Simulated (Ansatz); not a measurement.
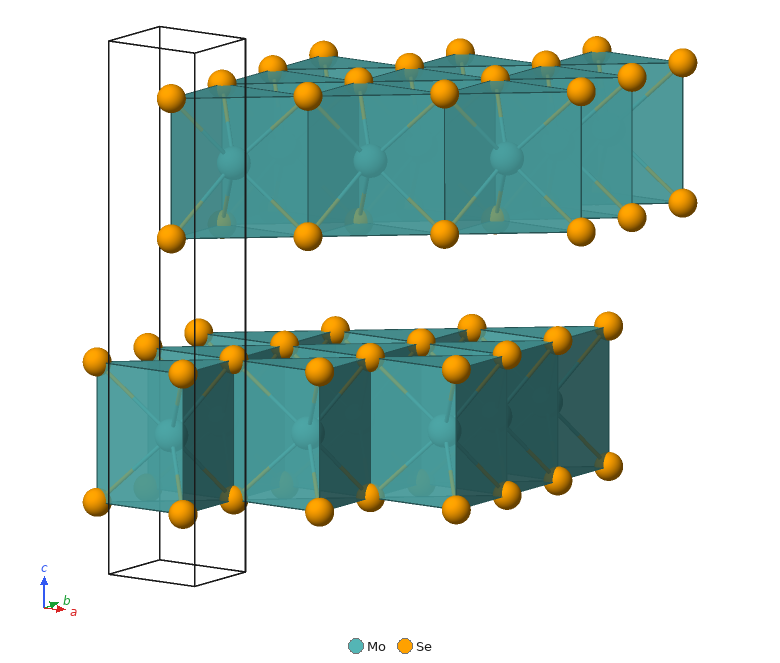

Polyhedra are drawn about Mo (bonds: Mo–Se below 2.8 Å); other atoms are plain spheres.

MoSe2 (space group P6_3/mmc, No. 194): the geometry relaxed with DFT PBE+D3(BJ), scalar-relativistic, plane waves, PAW in Ansatz.

**What figure surrounds each Mo atom, and what does it share with the other drawn polyhedra?**

Mo: MoSe6 trigonal prism, sharing edges with six neighbours.

**What is the connectivity of the polyhedra: isolated, groups, chains, layers or framework?**

They form layers of edge-sharing trigonal prisms parallel to (001).

**How far apart are the centres of linked polyhedra?**

Centre to centre across a shared edge: 3.28 Å.
